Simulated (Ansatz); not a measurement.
TiAl: single-point calculation

System: TiAl (Amm2, 4 atoms in the cell).
Method: DFT, PBEsol, plane waves, PAW, PAW set soft_1, no spin polarisation (Ansatz 0.2.0).

The structure derives from a Materials Project entry. Figures and captions count atoms from 1; the log counts them from 0 in places.

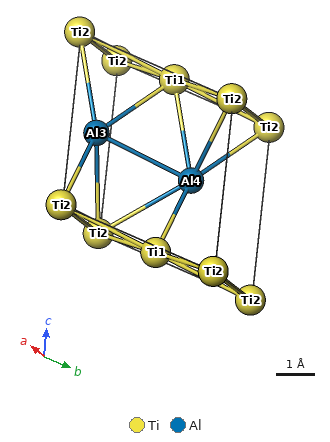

Fig. 1: The structure as given in the input (ball-and-stick view of the cell of the calculation, seen at an oblique angle; atoms are numbered from 1 in the order of the input). An atom can appear more than once, as a periodic image. Near neighbours in the periodic cell (some may lie outside the picture): Ti has 6 Al at 2.80 to 2.91 Å and 6 Ti at 2.85 Å; Al has 6 Al at 2.85 Å and 6 Ti at 2.80 to 2.91 Å.

## Summary

| quantity | value |
| --- | --- |
| outcome | converged |
| space group (tolerance 0.01 Å) | Amm2 (38) |
| electrons treated | 30 |
| free energy | −5997.8997 eV |
| Fermi energy | 10.646 eV |
| gap on the k-point mesh | none (metallic) |
| pressure | 0.18 GPa |
| largest force (length of the vector) | 0.232 eV/Å |
| hardware | 2 threads of Arm Neoverse N1, 98 GiB of memory available, shared host |
| wall time | 81 s (CPU time 2.7 min) |
| peak memory | 1.1 GiB |

## Remarks

Settings chosen away from the usual ones: accuracy set to high; basis.ecutrho_ratio set to 9; basis.ecutwfc removed. The program warns: the PAW datasets were made with another functional.

## The input
```yaml
crystal:
  lattice:
    - [-2.8475477342, 0.0, 0.0]
    - [0.0, 4.9320973526, 0.0]
    - [1.4237738671, -2.4660486763, -4.6191923826]
  atoms:
    - { symbol: Ti, position: [0.5, 0.4902855597, 0.0] }
    - { symbol: Ti, position: [0.0, -0.0097144403, 0.0] }
    - { symbol: Al, position: [0.75, 0.1005673808, 0.5] }
    - { symbol: Al, position: [0.25, 0.6005673808, 0.5] }
basis:
  ecutrho_ratio: 9
kpoints:
  mp_grid: { grid: [16, 16, 16] }
hamiltonian:
  xc: pbesol
  pseudopotentials: { kind: paw, azcp: { folder: soft_1 } }
scf:
  occupations: { method: gaussian, width: 0.15 }
output:
  forces: true
  eigenvalues: true
  stress: true
accuracy: high
```

Command:
```bash
ansatz run input.yaml --threads 2 --pin off --max-ram 4096MiB --backend cpu --events-out ev --progress --plain --runs-dir out
```

## Output
```
Warning: [file] the record states the generating functional pbe (its physics header spells it `PBE`), which answers neither for hamiltonian.xc's functional nor for the pbesol family's — results may be inconsistent (PPs are generated against a specific XC)
Warning: [file] the record states the generating functional pbe (its physics header spells it `PBE`), which answers neither for hamiltonian.xc's functional nor for the pbesol family's — results may be inconsistent (PPs are generated against a specific XC)
Engine: ansatz 0.2.0, aarch64-unknown-linux-gnu
Pseudopotentials: kind: paw
Pseudopotential: Ti, paw, valence charge 12, recommended cutoff 420 eV (normal), [file]
Pseudopotential: Al, paw, valence charge 3, recommended cutoff 420 eV (normal), [file]
Functional definition: PBEsol
  exchange = pbesol_x
  correlation = pbesol_c
Crystal: 4 atoms, lattice volume = 64.874 Å³
Basis set: ecut = 420 eV, 1263 PW (Γ), exchange–correlation on 72×120×128 points (8 copies of the dense FFT grid, shifted against one another)
Bands: 19, of which v1, the nominal top of the filled ones, is band 15 counted from 1 (14 counted from 0)
Symmetry: 8 space group operations
Space group: Amm2 (ITA 38), of the structure as read, at distance tolerance 4.0e-5 Å
k-points: 621 of 4096 (time reversal used)
Non-local potential: Ti, projectors of the file, l = 0: 3, l = 1: 2, l = 2: 3, l = 3: 1
Non-local potential: Al, projectors of the file, l = 0: 2, l = 1: 2, l = 2: 1
PAW form: soft (Blöchl's): semilocal exchange-correlation on the pseudo side does not see the compensation charge
PAW frozen core: Ti, regenerated for the run's functional, and the local potential with it (the file was generated under x = pbe(κ = 0.804, μ = 0.2195149727645171), c = pbe(β = 0.06672455060314922))
PAW frozen core: Al, regenerated for the run's functional, and the local potential with it (the file was generated under x = pbe(κ = 0.804, μ = 0.2195149727645171), c = pbe(β = 0.06672455060314922))
PAW one-centre angular grid: Ti, 590 points (default); XC on 64 Gauss nodes
PAW one-centre angular grid: Al, 110 points (default); XC on 64 Gauss nodes
Initial density: superposition of atomic densities (chi_scale 0.1, normalization cell, long waves kept (reshape's long-wave potential 0.00 eV rms))
Initial wavefunctions: pseudopotential atomic-orbital guess
Functional: x = pbesol(κ = 0.804, μ = 0.12345679012345678), c = pbesol(β = 0.046)
SCF iter   1: F=—  HF=-5998.589818 eV  |F-HF|=—  |Δ(HF+E_count)|=         —  Δρ=4.41e-2  dr2=1.78e0  ethr=3.10e-3  ⟨swp⟩=5.0  Hψ=49904  notcnv=0
preconditioner: auto → Kerker (q_TF=auto, 2.399 Å⁻¹)  [metal: Δε(μ)=0.001 eV  Ē_g=3.931 eV  σ=0.150 eV  W_gap=0.00  n_scr=10 (ndim 8)  ℏωp=17.2 eV  f_vac=0.000  D(μ)=4.77/eV (n_scr^D=50)]
SCF iter   2: F=—  HF=-5998.158403 eV  |F-HF|=—  |Δ(HF+E_count)|=   4.31e-1  Δρ=2.38e-2  dr2=6.94e-1  ethr=3.10e-3  ⟨swp⟩=2.5  Hψ=22937  notcnv=0
SCF iter   3: F=—  HF=-5997.910477 eV  |F-HF|=—  |Δ(HF+E_count)|=   2.48e-1  Δρ=4.82e-3  dr2=2.70e-2  ethr=2.31e-3  ⟨swp⟩=2.1  Hψ=18272  notcnv=0
SCF iter   4: F=—  HF=-5997.899960 eV  |F-HF|=—  |Δ(HF+E_count)|=   1.05e-2  Δρ=9.63e-4  dr2=5.34e-4  ethr=8.99e-5  ⟨swp⟩=2.1  Hψ=20694  notcnv=0
SCF iter   5: F=—  HF=-5997.899757 eV  |F-HF|=—  |Δ(HF+E_count)|=   2.04e-4  Δρ=2.40e-4  dr2=5.74e-5  ethr=1.78e-6  ⟨swp⟩=2.0  Hψ=16182  notcnv=0
SCF iter   6: F=—  HF=-5997.899740 eV  |F-HF|=—  |Δ(HF+E_count)|=   1.67e-5  Δρ=5.02e-5  dr2=9.77e-7  ethr=1.91e-7  ⟨swp⟩=2.1  Hψ=14987  notcnv=0
iter 7 met the thresholds in force, and the SCF goes on for the forces or the stress (scf.convergence.dr2_threshold)
SCF iter   7: F=-5997.899739 eV  HF=-5997.899739 eV  |F-HF|=6.76e-8  |Δ(HF+E_count)|=   3.86e-7  Δρ=1.21e-5  dr2=9.26e-8  ethr=3.33e-10  ⟨swp⟩=5.3  Hψ=50999  notcnv=0
SCF iter   8: F=—  HF=-5997.899739 eV  |F-HF|=—  |Δ(HF+E_count)|=   1.75e-8  Δρ=2.05e-6  dr2=3.35e-9  ethr=3.09e-10  ⟨swp⟩=2.4  Hψ=17940  notcnv=0
SCF iter   9: F=—  HF=-5997.899739 eV  |F-HF|=—  |Δ(HF+E_count)|=  6.43e-10  Δρ=2.53e-7  dr2=4.04e-11  ethr=1.12e-11  ⟨swp⟩=2.1  Hψ=15716  notcnv=0
SCF iter  10: F=-5997.899739 eV  HF=-5997.899739 eV  |F-HF|=9.09e-13  |Δ(HF+E_count)|=  1.27e-11  Δρ=5.16e-8  dr2=1.44e-12  ethr=1.00e-12  ⟨swp⟩=3.2  Hψ=33656  notcnv=0
SCF 1 converged in 10 iterations: F = -5997.899739 eV  dr2 = 1.44e-12
  greatest PAW one-centre occupation: 0.999 electrons in one spin orbital (limit 2), on the Ti atom at site 1 (counted from 0), in its partial waves of l = 0
```

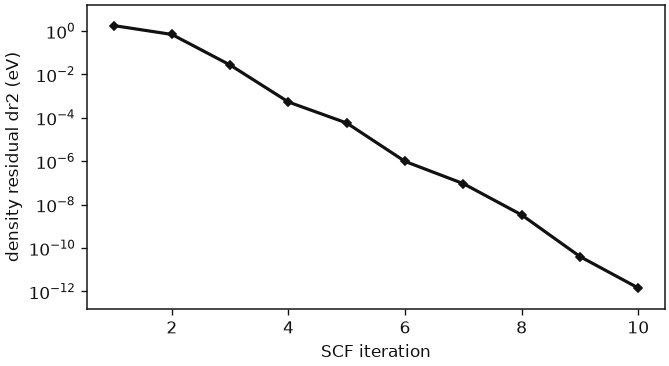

Fig. 2: Convergence of the self-consistent field: density residual dr2 against the SCF iteration. The residual falls at every step.

```
SCF converged after 10 iterations
Free energy (F): -5997.899739 eV
Harris-Foulkes:  -5997.899739 eV  (|F-HF|=9.09e-13)
Internal energy: -5997.841013 eV  (E = F + TS)
E sigma→0 (E₀):  -5997.870376 eV
Entropy (-TS):   -0.058726 eV (-14.682 meV/atom)
Fermi energy:    10.645712 eV
--- Per-component energies (eV) ---
  E_band       = -330.663272
  E_kinetic    = 608.478295
  E_local      = -2403.781299  (includes V_loc(G=0)·N_el)
  E_nonlocal   = 144.993636
  E_hartree    = 1011.688941
  E_xc         = -306.096835
  E_vxc        = -349.661294  (∫ρ·V_xc dr)
  E_paw        = -2948.286678  (= ΣΔE_a)
  E_vpaw       = -354.070473  (= ΣTr[D̂ρ^β])
  E_aug_tail   = -0.000007  (compensation charges beyond the density's cutoff)
  E_ewald      = -2105.154114
  E_core_change = 0.317047  (= ΣΔE_core)
  E_smearing   = -0.058726  (= −TS)
  E_closure    = -0.000000  (closes the sum)
  Σ components = -5997.899739   (vs F -5997.899739, Δ=0.00e0)
--- Forces (eV/Å), atoms counted from 1 ---
  atom   1  Ti     0.00000000     0.23199704     0.00000000
  atom   2  Ti     0.00000000     0.23199704     0.00000000
  atom   3  Al    -0.00000000    -0.23199706     0.00000000
  atom   4  Al    -0.00000000    -0.23199706     0.00000000
  max |Σ_I F_I| component: 3.29e-8 eV/Å
--- Stress (GPa, compression-positive) ---
        2.380070      -0.000000      -0.000000
       -0.000000      -2.178612      -0.000000
       -0.000000      -0.000000       0.335422
  P = ⅓ Tr σ = 0.1790 GPa (1.790 kbar)
--- Band table (eV; the first three rows and the last of 621) ---
  k-point 0: bands = ["-45.5476", "-45.4417", "-22.1728", "-21.9912", "-21.8907", "-21.6820", "-21.5482", "-21.5384", "1.6195", "6.9288", "8.3109", "8.3401", "8.7034", "8.8578", "11.2929", "11.6443", "11.9484", "11.9649", "12.5599"]
  k-point 1: bands = ["-45.5476", "-45.4417", "-22.1728", "-21.9914", "-21.8906", "-21.6820", "-21.5482", "-21.5384", "1.6451", "6.9495", "8.0488", "8.1357", "8.8609", "9.0940", "11.1957", "11.6989", "11.9490", "11.9655", "12.5674"]
  k-point 2: bands = ["-45.5476", "-45.4417", "-22.1729", "-21.9920", "-21.8903", "-21.6820", "-21.5482", "-21.5384", "1.7204", "7.0106", "7.5656", "7.8544", "9.0876", "9.4190", "10.9389", "11.8785", "11.9506", "11.9671", "12.5887"]
  k-point 620: bands = ["-45.4416", "-45.4416", "-22.1675", "-22.1675", "-21.8885", "-21.8885", "-21.6895", "-21.6895", "7.2340", "7.2340", "7.3492", "7.3492", "9.3795", "9.3795", "10.1485", "10.1485", "12.6189", "12.6189", "12.7045"]
```

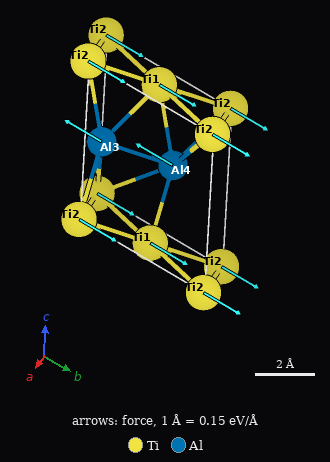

Fig. 3: Forces on the atoms as teal arrows (ball-and-stick view of the cell of the calculation, seen slightly off an axis; atoms are numbered from 1 in the order of the input). The largest act on Al3, Al4 (0.23 eV/Å); Ti1, Ti2 (0.23 eV/Å). The geometry is not a stationary point of this energy.

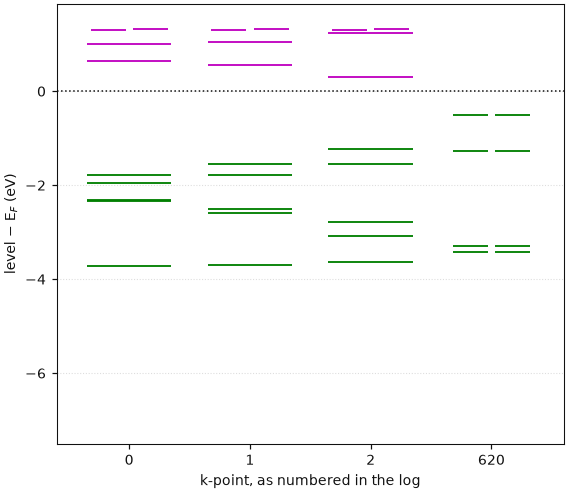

Fig. 4: Kohn–Sham levels near the Fermi level (dotted) at the few k-points that the log prints; levels within 0.02 eV of each other stand side by side. The system is metallic on the full mesh.
